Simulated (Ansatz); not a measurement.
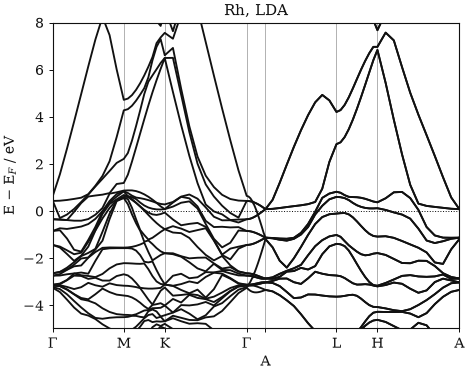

Band structure. Energies are counted from the Fermi level. The path runs straight from each named point to the next.

> What lattice type does the k path imply?

A hexagonal (primitive) lattice: the path Γ–M–K–Γ–A–L–H–A runs through the special points of its Brillouin zone.

The material is Rh, space group P6_3/mmc (No. 194), 4 atoms in the cell; a = 2.692 Å, c = 8.798 Å (hexagonal axes).

Computed with Ansatz: LDA, all-electron LAPW, no spin polarisation, no spin-orbit coupling, 11×11×3 k mesh, Fermi-Dirac smearing of 0.05 eV.

> Is there a gap at the Fermi level?

A metal: bands cross the Fermi level along this path.

> Which levels at L lie nearest to the Fermi level?

At L the nearest levels lie 0.10 eV below and 0.60 eV above the Fermi level.

The cell is at −12 GPa in this functional. This isn't the form of Rh at room conditions, which is fcc. Bands are joined in order of energy, so crossings between the computed points show as kinks or gaps.
